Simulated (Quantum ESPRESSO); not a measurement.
# O on top sites of RuAl(110): a series in the coverage, part 4 of 10

Wanted: a table for O on top sites of RuAl(110) against the coverage, and what can be fitted to it.

Quantum ESPRESSO 7.5; plane-wave DFT, PBE, GBRV ultrasoft pseudopotentials.

So far. Step 2 (Relaxing cell and ions of the reference):  The last row is no step: it is a fresh SCF in the final cell with a new plane-wave basis, -0 meV from the row before.

The structure was built from a prototype and need not be the compound's stable phase.

## (5) Relaxing the ions, 0 ML

What the set-up leaves free in this member is relaxed.

System of this step: RuAl(110), 3 layers, 1 sites a cell. The cell holds 6 atoms: 3 Ru and 3 Al. Its edges and angles: a = 3.004 Å, b = 4.247 Å, c = 18.307 Å, α = 90.0°, β = 90.0°, γ = 90.0°. It derives from RuAl. Vacuum lies along c.

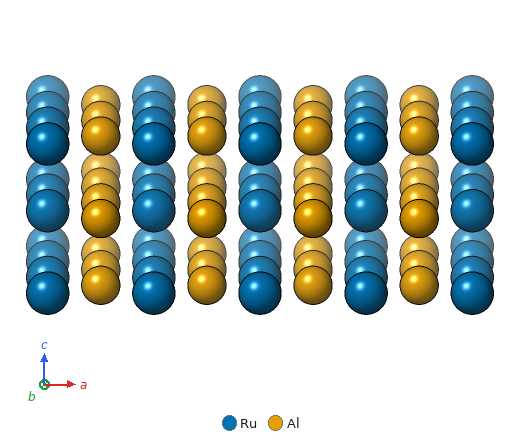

The cell of this step (ruthenium blue, aluminium orange). 4×3×1 cells are drawn. Some periodic images of atoms are drawn too.

The input, m0.relax.in:

```
&control
  prefix = 'm0.relax'
  outdir = './out'
  pseudo_dir = './pseudo'
  nstep = 70
  forc_conv_thr = 0.0015
  calculation = 'relax'
/
&system
  ibrav = 0
  nat = 6
  ntyp = 2
  ecutwfc = 40
  ecutrho = 200
  occupations = 'smearing'
  smearing = 'mv'
  degauss = 0.02
/
&electrons
  conv_thr = 1e-07
  mixing_beta = 0.3
  electron_maxstep = 120
  mixing_mode = 'local-TF'
/
&ions
/
ATOMIC_SPECIES
  Ru  101.0700  ru_pbe_v1.2.uspp.F.UPF
  Al  26.9815  al_pbe_v1.uspp.F.UPF
CELL_PARAMETERS angstrom
  3.00398291400000 0.00000000000000 0.00000000000000
  0.00000000000000 4.24680729700000 0.00000000000000
  0.00000000000000 0.00000000000000 18.30742513426320
ATOMIC_POSITIONS crystal
  Ru  0.000000000000 0.000000000000 0.384014074457
  Al  0.500000000000 0.500000000000 0.384014074457
  Ru  0.000000000000 0.500000000000 0.500000000000 0 0 0
  Al  0.500000000000 0.000000000000 0.500000000000 0 0 0
  Ru  0.000000000000 0.000000000000 0.615985925543
  Al  0.500000000000 0.500000000000 0.615985925543
K_POINTS automatic
  8 5 1 0 0 0
```

Run with:

```console
OMP_NUM_THREADS=1 mpirun -n 16 pw.x -nk 2 -in m0.relax.in > m0.relax.out
```

What it wrote:

```text
[banner, memory and clock lines left out]
Program PWSCF v.7.5 starts

          URL

     Message from routine setup:
     using ibrav=0 with symmetry is DISCOURAGED, use correct ibrav instead

     bravais-lattice index     =            0
     lattice parameter (alat)  =       5.6767  a.u.
     unit-cell volume          =    1576.1004 (a.u.)^3
     number of atoms/cell      =            6
     number of atomic types    =            2
     number of electrons       =        57.00
     number of Kohn-Sham states=           35
     kinetic-energy cutoff     =      40.0000  Ry
     charge density cutoff     =     200.0000  Ry
     scf convergence threshold =      1.0E-07
     mixing beta               =       0.3000
     number of iterations used =            8  local-TF  mixing
     energy convergence thresh.=      1.0E-04
     force convergence thresh. =      1.5E-03
     Exchange-correlation= SLA  PW   PBE  PBE
                           (   1   4   3   4   0   0   0)
     nstep                     =           70

     celldm(1)=   5.676705  celldm(2)=   0.000000  celldm(3)=   0.000000
     celldm(4)=   0.000000  celldm(5)=   0.000000  celldm(6)=   0.000000

     crystal axes: (cart. coord. in units of alat)
               a(1) = (   1.000000   0.000000   0.000000 )
               a(2) = (   0.000000   1.413726   0.000000 )
               a(3) = (   0.000000   0.000000   6.094384 )

     reciprocal axes: (cart. coord. in units 2 pi/alat)
               b(1) = (  1.000000  0.000000  0.000000 )
               b(2) = (  0.000000  0.707351  0.000000 )
               b(3) = (  0.000000  0.000000  0.164085 )

     PseudoPot. # 1 for Ru read from file:
     ./pseudo/ru_pbe_v1.2.uspp.F.UPF
     Pseudo is Ultrasoft + core correction, Zval = 16.0
     Generated by new atomic code, or converted to UPF format
     Using radial grid of  967 points,  6 beta functions with:
                l(1) =   0
                l(2) =   0
                l(3) =   1
                l(4) =   1
                l(5) =   2
                l(6) =   2
     Q(r) pseudized with  8 coefficients,  rinner =    1.300   1.300   1.300
                                                       1.300   1.300

     PseudoPot. # 2 for Al read from file:
     ./pseudo/al_pbe_v1.uspp.F.UPF
     Pseudo is Ultrasoft + core correction, Zval =  3.0
     Generated by new atomic code, or converted to UPF format
     Using radial grid of  893 points,  3 beta functions with:
                l(1) =   0
                l(2) =   1
                l(3) =   2
     Q(r) pseudized with  8 coefficients,  rinner =    0.900   0.900   0.900
                                                       0.900   0.900

     atomic species   valence    mass     pseudopotential
     Ru               16.00   101.07000     Ru( 1.00)
     Al                3.00    26.98150     Al( 1.00)

      8 Sym. Ops., with inversion, found

   Cartesian axes

     site n.     atom                  positions (alat units)
         1        Ru     tau(   1) = (   0.0000000   0.0000000   2.3403292  )
         2        Al     tau(   2) = (   0.5000000   0.7068628   2.3403292  )
         3        Ru     tau(   3) = (   0.0000000   0.7068628   3.0471920  )
         4        Al     tau(   4) = (   0.5000000   0.0000000   3.0471920  )
         5        Ru     tau(   5) = (   0.0000000   0.0000000   3.7540547  )
         6        Al     tau(   6) = (   0.5000000   0.7068628   3.7540547  )

     number of k points=    15  Marzari-Vanderbilt smearing, width (Ry)=  0.0200
                       cart. coord. in units 2pi/alat
        k(    1) = (   0.0000000   0.0000000   0.0000000), wk =   0.0500000
        k(    2) = (   0.0000000   0.1414702   0.0000000), wk =   0.1000000
        k(    3) = (   0.0000000   0.2829404   0.0000000), wk =   0.1000000
        k(    4) = (   0.1250000   0.0000000   0.0000000), wk =   0.1000000
        k(    5) = (   0.1250000   0.1414702   0.0000000), wk =   0.2000000
        k(    6) = (   0.1250000   0.2829404   0.0000000), wk =   0.2000000
        k(    7) = (   0.2500000   0.0000000   0.0000000), wk =   0.1000000
        k(    8) = (   0.2500000   0.1414702   0.0000000), wk =   0.2000000
        k(    9) = (   0.2500000   0.2829404   0.0000000), wk =   0.2000000
        k(   10) = (   0.3750000   0.0000000   0.0000000), wk =   0.1000000
        k(   11) = (   0.3750000   0.1414702   0.0000000), wk =   0.2000000
        k(   12) = (   0.3750000   0.2829404   0.0000000), wk =   0.2000000
        k(   13) = (  -0.5000000   0.0000000   0.0000000), wk =   0.0500000
        k(   14) = (  -0.5000000   0.1414702   0.0000000), wk =   0.1000000
        k(   15) = (  -0.5000000   0.2829404   0.0000000), wk =   0.1000000

     Dense  grid:    75167 G-vectors     FFT dimensions: (  25,  40, 160)

     Smooth grid:    53873 G-vectors     FFT dimensions: (  24,  36, 144)

     Initial potential from superposition of free atoms

     starting charge      53.9926, renormalised to      57.0000

     negative rho (up, down):  2.362E-01 0.000E+00
     Starting wfcs are   51 randomized atomic wfcs

     per-process dynamical memory:    18.6 Mb

     Self-consistent Calculation

     iteration #  1     ecut=    40.00 Ry     beta= 0.30
     Davidson diagonalization with overlap
     ethr =  1.00E-02,  avg # of iterations =  2.5

     negative rho (up, down):  2.267E-01 0.000E+00

     total energy              =    -603.35527513 Ry
     estimated scf accuracy    <       7.42466504 Ry

     iteration #  2     ecut=    40.00 Ry     beta= 0.30
     Davidson diagonalization with overlap
     ethr =  1.00E-02,  avg # of iterations =  1.0

     negative rho (up, down):  2.184E-01 0.000E+00

     total energy              =    -602.13282971 Ry
     estimated scf accuracy    <       3.12343018 Ry

     iteration #  3     ecut=    40.00 Ry     beta= 0.30
     Davidson diagonalization with overlap
     ethr =  5.48E-03,  avg # of iterations =  2.1

     negative rho (up, down):  2.266E-01 0.000E+00

     total energy              =    -602.77221092 Ry
     estimated scf accuracy    <       0.51086108 Ry

     iteration #  4     ecut=    40.00 Ry     beta= 0.30
     Davidson diagonalization with overlap
     ethr =  8.96E-04,  avg # of iterations =  2.1

     negative rho (up, down):  2.265E-01 0.000E+00

     total energy              =    -602.98593686 Ry
     estimated scf accuracy    <       0.46484830 Ry

     iteration #  5     ecut=    40.00 Ry     beta= 0.30
     Davidson diagonalization with overlap
     ethr =  8.16E-04,  avg # of iterations =  1.0

     negative rho (up, down):  2.290E-01 0.000E+00

[...]
-39.1298 -39.1134 -39.0979 -39.0970  -6.3387  -4.4531  -3.2436  -0.9313
    -0.6389  -0.3533  -0.3402   0.3065   1.3074   1.4749   1.5748   1.5878
     2.0093   2.2430   2.2839   2.4372   2.5322   2.6354   2.7503   2.9280
     5.6281   6.7839   7.2460

          k = 0.0000 0.1415 0.0000 (  6732 PWs)   bands (ev):

   -69.3469 -69.1348 -69.1344 -39.4349 -39.4061 -39.2872 -39.1760 -39.1709
   -39.1196 -39.1187 -39.0978 -39.0973  -5.9719  -4.1000  -3.0314  -1.3847
    -0.9543  -0.5090  -0.1968   0.3490   1.0505   1.4171   1.4529   1.4529
     1.6035   2.1264   2.1889   2.3136   2.7603   2.7846   2.8159   2.9650
     4.9726   6.2325   7.0935

          k = 0.0000 0.2829 0.0000 (  6768 PWs)   bands (ev):

   -69.3465 -69.1347 -69.1347 -39.4432 -39.4094 -39.2866 -39.1801 -39.1599
   -39.1307 -39.1089 -39.0978 -39.0977  -4.9472  -3.5368  -3.1287  -1.8585
    -1.4940  -0.4802   0.0146   0.0193   0.4668   1.1799   1.2850   1.2880
     1.3480   1.3545   2.0294   2.4479   2.7849   2.9322   3.1080   3.1715
     5.3009   5.4199   6.7277

          k = 0.1250 0.0000 0.0000 (  6703 PWs)   bands (ev):

   -69.3450 -69.1327 -69.1321 -39.4263 -39.4010 -39.3164 -39.1814 -39.1588
   -39.1269 -39.1254 -39.1245 -39.1106  -6.0575  -4.2202  -3.0667  -0.7292
    -0.5660  -0.1993  -0.0626  -0.0601   0.7982   1.3014   1.3535   1.5240
     1.5251   2.2224   2.2276   2.2591   2.5623   2.9036   3.0687   3.8918
     6.2050   7.0135   7.5130

          k = 0.1250 0.1415 0.0000 (  6730 PWs)   bands (ev):

   -69.3448 -69.1327 -69.1323 -39.4317 -39.4029 -39.3159 -39.1732 -39.1682
   -39.1254 -39.1248 -39.1168 -39.1159  -5.7013  -3.8846  -2.8910  -1.1326
    -0.8441  -0.4175  -0.0709   0.4255   0.7208   0.7389   1.1887   1.5999
     1.6126   2.0359   2.2475   2.3124   2.3818   2.7216   3.2795   3.7146
     5.2163   6.5256   7.3278

          k = 0.1250 0.2829 0.0000 (  6761 PWs)   bands (ev):

   -69.3444 -69.1327 -69.1326 -39.4399 -39.4061 -39.3152 -39.1774 -39.1574
   -39.1277 -39.1253 -39.1252 -39.1062  -4.7124  -3.3955  -2.9842  -1.7078
    -1.2238  -0.2398   0.1353   0.1649   0.5081   0.7565   1.0383   1.2228
     1.4353   1.5557   1.9984   2.0246   2.4790   2.5696   3.4188   3.6353
     5.3726   5.7221   7.1065

          k = 0.2500 0.0000 0.0000 (  6717 PWs)   bands (ev):

   -69.3399 -69.1277 -69.1271 -39.4188 -39.3933 -39.3853 -39.1916 -39.1906
   -39.1744 -39.1526 -39.1198 -39.1039  -5.2592  -3.5992  -2.5798  -0.8432
    -0.6581  -0.5065  -0.4047   0.6737   0.6983   0.9596   1.1500   1.3540
     1.6464   1.6652   1.7301   2.4256   2.8850   3.1347   4.1789   5.4250
     6.1982   7.5116   7.5835

          k = 0.2500 0.1415 0.0000 (  6713 PWs)   bands (ev):

   -69.3396 -69.1277 -69.1273 -39.4241 -39.3952 -39.3847 -39.1915 -39.1909
   -39.1665 -39.1617 -39.1100 -39.1090  -4.9432  -3.3451  -2.5307  -0.9820
    -0.6699  -0.4815  -0.2763   0.4500   0.6188   1.0215   1.0245   1.2820
     1.6978   1.7561   1.7656   2.2476   2.4952   3.3121   3.9970   4.8165
     5.7459   6.3652   7.5473

          k = 0.2500 0.2829 0.0000 (  6732 PWs)   bands (ev):

   -69.3392 -69.1276 -69.1276 -39.4320 -39.3983 -39.3838 -39.1914 -39.1914
   -39.1707 -39.1510 -39.1205 -39.0995  -4.1009  -3.0640  -2.7848  -1.2301
    -0.5767  -0.0536   0.1285   0.2865   0.7854   0.8064   0.9980   1.1071
     1.3933   1.6472   1.7026   1.9979   2.0246   2.2968   3.7787   4.2646
     5.4898   6.3452   7.8464

          k = 0.3750 0.0000 0.0000 (  6748 PWs)   bands (ev):

   -69.3347 -69.1227 -69.1221 -39.4537 -39.4113 -39.3857 -39.2572 -39.2558
   -39.1679 -39.1463 -39.1128 -39.0972  -4.0727  -2.8532  -1.9407  -1.4461
    -1.3848  -0.9447  -0.3676   0.2752   0.6234   0.7214   0.8037   1.5806
     1.9187   2.0513   2.5748   2.7621   3.2681   3.4959   5.1239   5.2499
     6.2682   6.7180   6.9873

          k = 0.3750 0.1415 0.0000 (  6717 PWs)   bands (ev):

   -69.3345 -69.1227 -69.1223 -39.4529 -39.4164 -39.3874 -39.2570 -39.2562
   -39.1600 -39.1552 -39.1031 -39.1022  -3.8592  -2.8099  -2.1840  -1.2844
    -1.1033  -0.7068  -0.4481   0.3824   0.5662   1.0380   1.2423   1.3221
     1.8522   1.9059   2.3619   2.6695   2.7737   3.8683   4.7987   5.1631
     5.1781   6.4541   7.0054

          k = 0.3750 0.2829 0.0000 (  6726 PWs)   bands (ev):

   -69.3341 -69.1226 -69.1226 -39.4518 -39.4241 -39.3904 -39.2569 -39.2568
   -39.1643 -39.1448 -39.1133 -39.0927  -3.4276  -2.7812  -2.6550  -0.6893
    -0.5876  -0.4209   0.1406   0.4364   0.9234   0.9425   1.2942   1.5715
     1.6049   1.7988   1.9016   2.1156   2.3934   2.7178   3.9322   4.6141
     5.1284   6.4417   6.7397

          k =-0.5000 0.0000 0.0000 (  6760 PWs)   bands (ev):

   -69.3326 -69.1206 -69.1200 -39.4818 -39.4082 -39.3825 -39.2842 -39.2827
   -39.1651 -39.1438 -39.1099 -39.0944  -2.8663  -2.4991  -2.4980  -1.6622
    -1.5331  -1.0206  -0.4513   0.2421   0.3619   0.3909   0.6263   1.6167
     2.0485   2.3860   2.6254   3.3160   3.4899   4.5190   4.8256   5.2069
     5.8550   6.8625   6.9298

          k =-0.5000 0.1415 0.0000 (  6730 PWs)   bands (ev):

   -69.3323 -69.1206 -69.1202 -39.4810 -39.4132 -39.3842 -39.2840 -39.2832
   -39.1573 -39.1526 -39.1003 -39.0993  -3.0002  -2.6241  -2.1035  -1.9343
    -1.2106  -0.6637  -0.4998   0.3550   0.5145   0.7920   1.2816   1.3284
     1.9810   2.2270   2.4194   2.8914   3.6625   4.2215   4.7225   4.8155
     5.1619   6.7558   7.1836

          k =-0.5000 0.2829 0.0000 (  6736 PWs)   bands (ev):

   -69.3319 -69.1205 -69.1205 -39.4797 -39.4208 -39.3871 -39.2839 -39.2837
   -39.1616 -39.1422 -39.1104 -39.0900  -3.1752  -2.8200  -2.3005  -1.1123
    -0.5286  -0.2491  -0.0005   0.7698   0.8004   0.9672   1.0870   1.6216
     1.8491   2.2278   2.2389   2.4810   2.7773   3.5382   3.8118   4.4604
     4.5601   6.1908   6.3028

     the Fermi energy is     2.5983 ev

!    total energy              =    -602.91329340 Ry
     estimated scf accuracy    <          1.0E-10 Ry
     smearing contrib. (-TS)   =       0.00266162 Ry
     internal energy E=F+TS    =    -602.91595502 Ry

     The total energy is F=E-TS. E is the sum of the following terms:
     one-electron contribution =   -2525.61591049 Ry
     hartree contribution      =    1266.26593597 Ry
     xc contribution           =     -90.84328542 Ry
     ewald contribution        =     747.27730492 Ry

     convergence has been achieved in  11 iterations

     negative rho (up, down):  2.282E-01 0.000E+00

     Forces acting on atoms (cartesian axes, Ry/au):

     atom    1 type  1   force =     0.00000000    0.00000000   -0.00035971
     atom    2 type  2   force =     0.00000000    0.00000000    0.00091084
     atom    3 type  1   force =     0.00000000    0.00000000    0.00000000
     atom    4 type  2   force =     0.00000000    0.00000000    0.00000000
     atom    5 type  1   force =     0.00000000    0.00000000    0.00035971
     atom    6 type  2   force =     0.00000000    0.00000000   -0.00091084

     Total force =     0.001385     Total SCF correction =     0.000007
     Energy error            =      4.2E-06 Ry
     Gradient error          =      9.1E-04 Ry/Bohr

     bfgs converged in   6 scf cycles and   5 bfgs steps
     (criteria: energy <  1.0E-04 Ry, force <  1.5E-03 Ry/Bohr)

     End of BFGS Geometry Optimization

     Final energy             =    -602.9132934012 Ry

     File ./out/m0.relax.bfgs deleted, as requested
Begin final coordinates

ATOMIC_POSITIONS (crystal)
Ru               0.0000000000        0.0000000000        0.3862057591
Al               0.5000000000        0.5000000000        0.3847919308
Ru               0.0000000000        0.5000000000        0.5000000000    0   0   0
Al               0.5000000000        0.0000000000        0.5000000000    0   0   0
Ru               0.0000000000        0.0000000000        0.6137942409
Al               0.5000000000        0.5000000000        0.6152080692
End final coordinates

     XML data file, charge density, pseudopotentials, collected wavefunctions

                                        0.00s GPU  (    2141 calls)
```

Run time: 49 s. Hardware: 16 MPI ranks of Arm Neoverse V1, shared host; peak memory 1.1 GiB.

Relaxation path:

| step | energy less that of the first step (eV) | largest force (eV/Å) |
| --- | --- | --- |
| 1 | 0.0000 | 0.3003 |
| 2 | -0.0037 | 0.2551 |
| 3 | -0.0072 | 0.2055 |
| 4 | -0.0110 | 0.1258 |
| 5 | -0.0135 | 0.0297 |
| 6 | -0.0135 | 0.0234 |

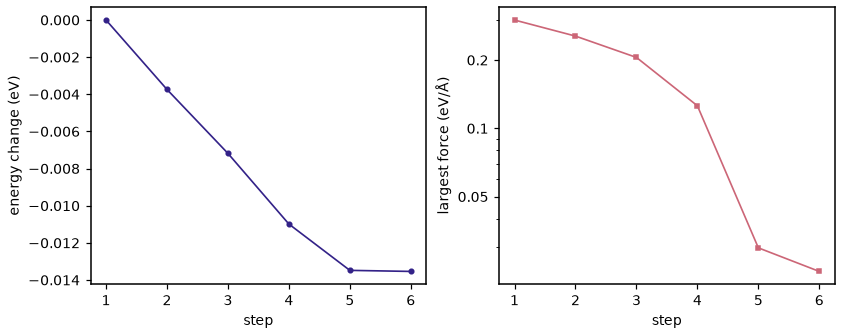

Energy and largest force along the relaxation.

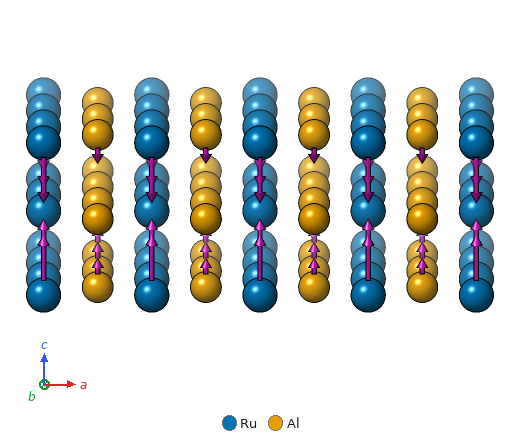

Displacements in the relaxation, exaggerated; the longest in the cell stands for 0.04 Å. 4×3×1 cells are drawn. Some periodic images of atoms are drawn too.

The atoms that moved most (Å):

| atom | dx | dy | dz | length |
| --- | --- | --- | --- | --- |
| Ru1 | 0.000 | 0.000 | 0.040 | 0.040 |
| Ru5 | 0.000 | 0.000 | -0.040 | 0.040 |
| Al2 | 0.000 | 0.000 | 0.014 | 0.014 |
| Al6 | 0.000 | 0.000 | -0.014 | 0.014 |

The relaxation lowers the energy by 2 meV an atom. On the free atoms the largest force ends at 0.023 eV/Å.

This step gave:

```
free energy  : -8203.0532 eV
Fermi energy : 2.598 eV
```

[end of part 4 of 10]

[Logs are printed without paths, hosts, clocks, repeated set-up lines and the standing remarks that a program may print on its own settings, such as how far it seeks lower states.]

[Hosts, paths, dates, database ids (printed as entryN), source tags and the programs' standing remarks are cut or masked in the printed files.]

[Maps of the electrostatic potential energy from Ansatz leave out the sawtooth potential of an applied field or a dipole correction, so their vacuum need not be flat; planar profiles and work functions include it.]
